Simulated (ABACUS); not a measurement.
## Energy of GdO along an even scaling of the cell

System: GdO (F-43m, 2 atoms in the cell).
Method: Kohn-Sham DFT of a periodic cell, PBE, PseudoDojo NC SR 0.4.1 PBE standard, lanthanides 3+ (f in core), spin-polarised (ABACUS 3.10.1).

The 7 runs differ only in the geometry, by an even scaling of the cell at fixed fractional positions. The structure derives from an entry of the Crystallography Open Database.

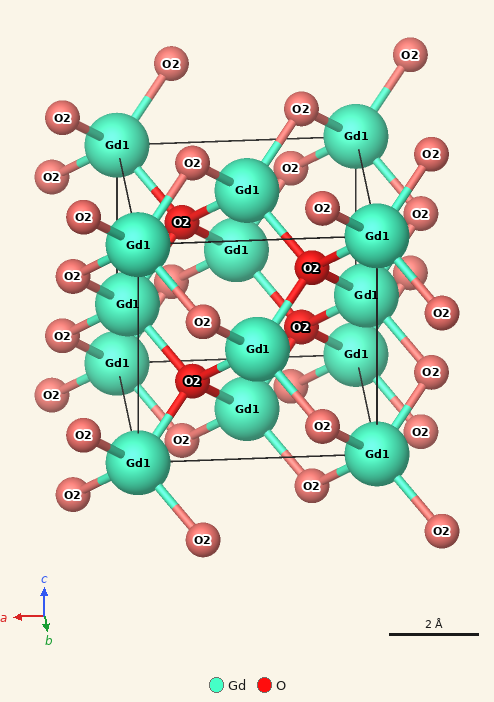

Figure 1. The structure of run 4 (ball-and-stick view of the cell 4 times as large as that of the calculation, set on its symmetry axes, seen at an oblique angle; neighbours outside the cell are drawn fainter; atoms are numbered from 1 in the order of the input).

### Input of run 4
```
INPUT_PARAMETERS
suffix              GdO
calculation         scf
basis_type          pw
pseudo_dir          ./
symmetry            1
dft_functional      pbe
ecutwfc             84
pseudo_rcut         10
nspin               2
nbands              13
ks_solver           dav
smearing_method     fd
smearing_sigma      0.00367493
scf_thr             1e-08
scf_nmax            100
mixing_type         broyden
mixing_beta         0.4
cal_force           1
cal_stress          1
kpar                4
```

### File STRU of run 4
```
ATOMIC_SPECIES
Gd 157.2500 Gd.upf
O 15.9990 O.upf

LATTICE_CONSTANT
1.8897261246

LATTICE_VECTORS
0.0000000000 2.7000000000 2.7000000000
2.7000000000 0.0000000000 2.7000000000
2.7000000000 2.7000000000 0.0000000000

ATOMIC_POSITIONS
Direct

Gd
0.0
1
0.0000000000 0.0000000000 0.0000000000 1 1 1 mag 0

O
0.0
1
0.7500000000 0.7500000000 0.7500000000 1 1 1 mag 0
```

### File KPT of run 4
```
K_POINTS
0
Gamma
9 9 9 0 0 0
```

Command:
```bash
OMP_NUM_THREADS=1 mpirun -np 4 abacus > log
```

Run 5 differs from it as follows:
```diff
-0.0000000000 2.7000000000 2.7000000000
-2.7000000000 0.0000000000 2.7000000000
-2.7000000000 2.7000000000 0.0000000000
+0.0000000000 2.7178813158 2.7178813158
+2.7178813158 0.0000000000 2.7178813158
+2.7178813158 2.7178813158 0.0000000000
```

### Results, with one run withheld

```tsv
run	volume per atom (Å³)	free energy per atom, from the lowest run given (meV)	pressure (GPa)
1	18.502	5.66	3.49
2	18.896	0.05	1.10
3	19.289	0.00	−1.04
4	19.683	4.95	−2.98
5	20.077	?	?
6	20.470	27.89	−6.27
7	20.864	45.00	−7.66
```

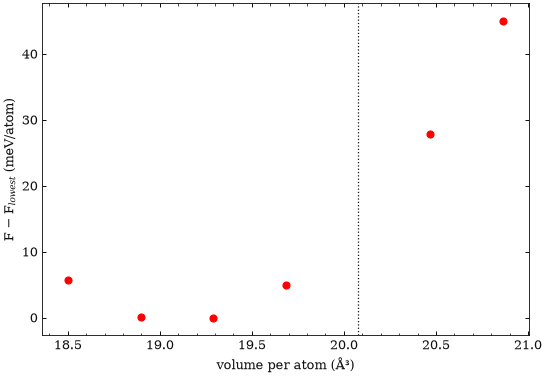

Figure 2. Free energy per atom of the runs given; the dotted line marks run 5.

Estimate the energy of run 5 from the others.

A cubic polynomial in V^(−2/3) (the Birch–Murnaghan form), fitted to the 6 runs given, misses them by at most 0.01 meV per atom. With x = V^(−2/3) − 0.13762 Å⁻², it reads F = 3.3243 − 3351.9 x + 7.0784e+05 x² + 5.9667e+05 x³ (meV per atom). At run 5 it gives 14.42 meV per atom, and the run itself gives 14.40. The slope of the fit gives a pressure −dF/dV of −4.70 GPa there, and the run prints −4.71 GPa. The fit has its minimum at 19.094 Å³ per atom, where V d²F/dV² gives 104 GPa: the bulk modulus at this level, since symmetry fixes the shape and the positions.

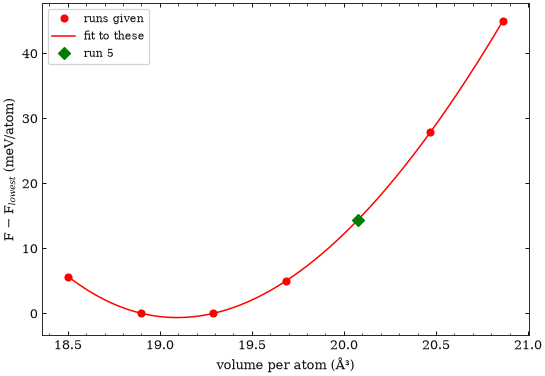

Figure 3. The fit and the withheld run.

### Some lines of the output (run 5)
```
[...]
 E_Fermi        0.7735000522         10.5240081130
 E_Fermi        0.7725753312         10.5114266381
 E_Fermi        0.7766745234         10.5671990097
 E_Fermi        0.7771919987         10.5742396223
 E_Fermi        0.7774339242         10.5775311880
 E_Fermi        0.7778011757         10.5825279001
 E_Fermi        0.7778052520         10.5825833613
 E_Fermi        0.7777913545         10.5823942759
 E_KS(sigma->0) -116.5161439396      -1585.2834665663
 E_Fermi        0.7778164169         10.5827352683
 final etot is -1585.2860507 eV
 EFERMI = 10.582735268 eV
 TOTAL-PRESSURE: -47.118462 KBAR
 !FINAL_ETOT_IS -1585.2860507244902237 eV
```

Notes: Points of doubt noted for this run: f electrons in core.
